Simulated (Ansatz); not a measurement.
**BAs: density, localisation and related maps**

Input

```
crystal:
  lattice:
    - [0.0, 2.29296, 2.3885]
    - [2.29296, 0.0, 2.3885]
    - [2.29296, 2.29296, 0.0]
  atoms:
    - { symbol: B, position: [0.0, 0.0, 0.0] }
    - { symbol: As, position: [0.75, 0.75, 0.75] }
basis:
  ecutwfc: 420
kpoints:
  mp_grid: { grid: [10, 10, 10] }
hamiltonian:
  xc: pbe
scf:
  occupations: { method: gaussian, width: 0.05 }
output:
  forces: true
  stress: true
  eigenvalues: true
  write_density: true
  write_potential: true
  elf: true
  volumetric_format: npy
```

Run with:

```sh
ansatz run input.yaml --threads 1 --pin off --max-ram 2560MiB --backend cpu --events-out ev --progress --plain --runs-dir out
```

Below, planes, directions and counts refer to the conventional cell (a = 3.24 Å, b = 3.24 Å, c = 4.78 Å, α = 90.00°, β = 90.00°, γ = 90.00°).

Space group I-4m2; changed on purpose from its base cell (strain -0.040 along x and y, +0.000 along z, atoms carried along); computed pressure about 16 GPa in this cell.

The calculation used DFT PBE, scalar-relativistic, plane waves, PAW (Ansatz 0.2.0).

The density is the valence pseudo-density of a PAW calculation; it isn't the true density close to the nuclei.

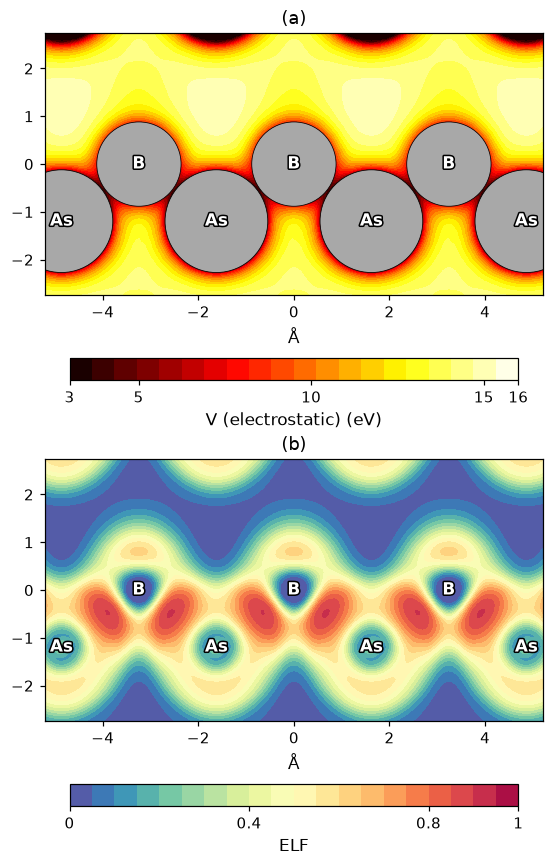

Figure 1. (a) electrostatic potential energy of an electron; (b) electron localisation function on the (010) plane of the conventional cell. Grey discs cover the atomic cores in the potential map.

What do the fields say about this system?

Answer.
- Atoms in the plane: B and As.
- B–As (2.01 Å): the ELF peaks at about 0.90 between the atoms; a covalent bond.
- Outside the cores the potential energy rises away from the atoms and is highest about 2.0 Å from the nearest atoms; its zero is arbitrary.

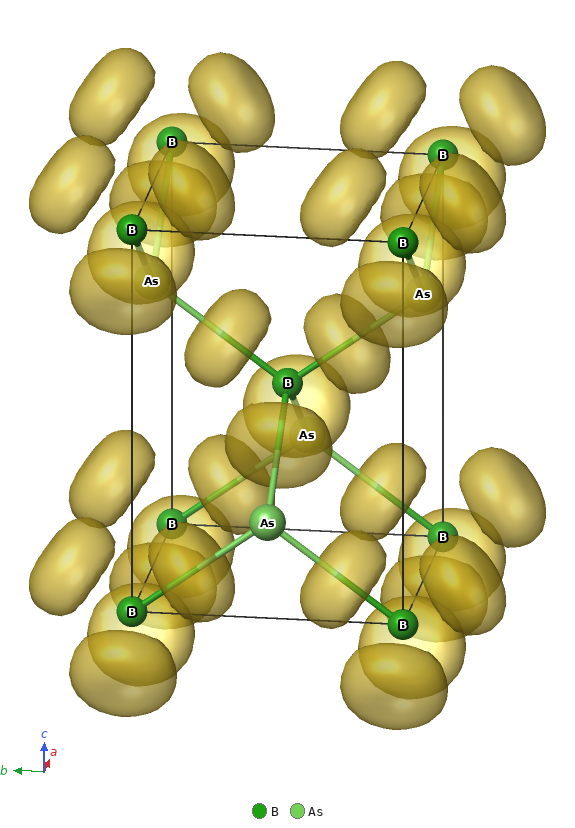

Figure 2. Isosurface of the electron localisation function at 0.7 (yellow), seen at an oblique angle. Only the valence region is drawn (cores and ρ < 0.01 e/Å³ removed). Sticks mark near contacts.

Describe the localisation domains.

Answer. The ELF exceeds this value in eight regions between bonded As–B atoms (shared pairs), counted in one cell of 4 atoms. Any copies at cell faces, edges or corners count once.

Metal or insulator at this level of theory?

Answer. It is gapped, with a Kohn–Sham gap of 0.77 eV on the k-point mesh (the band edges may lie off the mesh, which would make the gap smaller).
